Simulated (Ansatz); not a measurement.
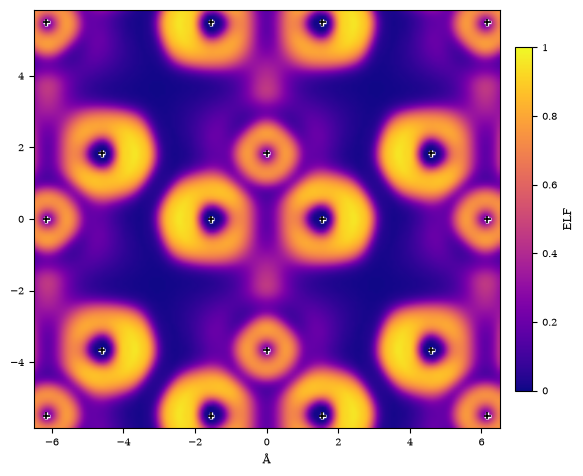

The ELF on a plane through atoms (crosses mark nuclei in the plane).

Theory: Ansatz, DFT, PBE, plane waves, PAW.

Candidates:
A. TiO$_{2}$, a = 3.78 Å, b = 3.78 Å, c = 9.30 Å, α = 90.00°, β = 90.00°, γ = 90.00°. Space group I4₁/amd; started from the anatase prototype, which need not be the ambient phase; changed on purpose from its base cell (uniaxial z strain -3.0%); computed pressure about 10 GPa in this cell; computed without spin polarisation.
B. MoS$_{2}$, a = 3.17 Å, b = 3.17 Å, c = 12.31 Å, α = 90.00°, β = 90.00°, γ = 120.00°. Space group P6₃/mmc; started from the 2H (MoS2) bulk prototype, which need not be the ambient phase; changed on purpose from its base cell (uniaxial z strain -1.0%); computed pressure about 3 GPa in this cell; computed without spin polarisation.

### Which candidate gave the map?

Candidate B: MoS$_{2}$ on the (110) plane of the conventional cell, which holds Mo and S. Mo–S (2.40 Å): the ELF peaks at about 0.85 in the valence shell of S, 0.8 Å from its nucleus, and is about 0.45 at the midpoint.
